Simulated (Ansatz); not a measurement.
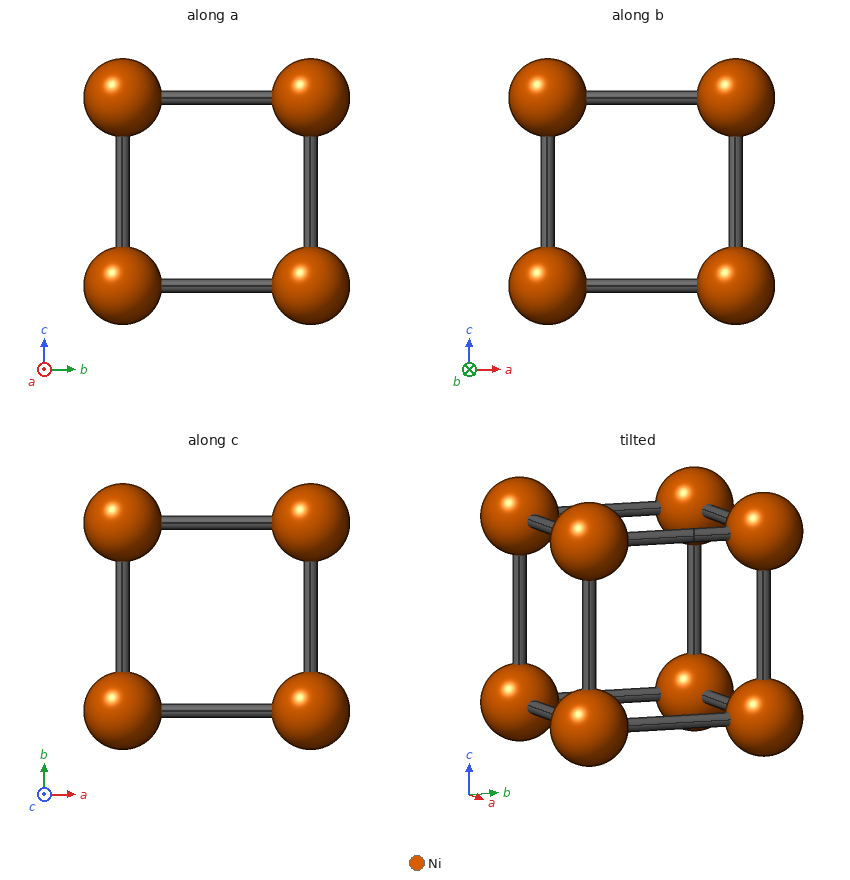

Shown here is a ball-and-stick view of the crystal, taken along the a axis, along the b axis, along the c axis and slightly off an axis. The parallelepiped is the conventional unit cell.

Lattice parameters: a = 2.195 Å, b = 2.195 Å, c = 2.195 Å, α = 90.00°, β = 90.00°, γ = 90.00°.

Set out the cell and atoms as a table of Wyckoff sites.

Space group Pm-3m (No. 221).
```
atom  site       x       y       z
  Ni    1a  0.0000  0.0000  0.0000
```

The cell started as a structure type filled with this element by a generator (whether the element takes this form wasn't checked). Earlier steps of the study may have refined or changed the cell and positions. It went into a calculation with Ansatz.

At this level of theory the cell isn't at rest (compressed, at 29 GPa), so its distances can differ from those at equilibrium, the more so the softer the solid.
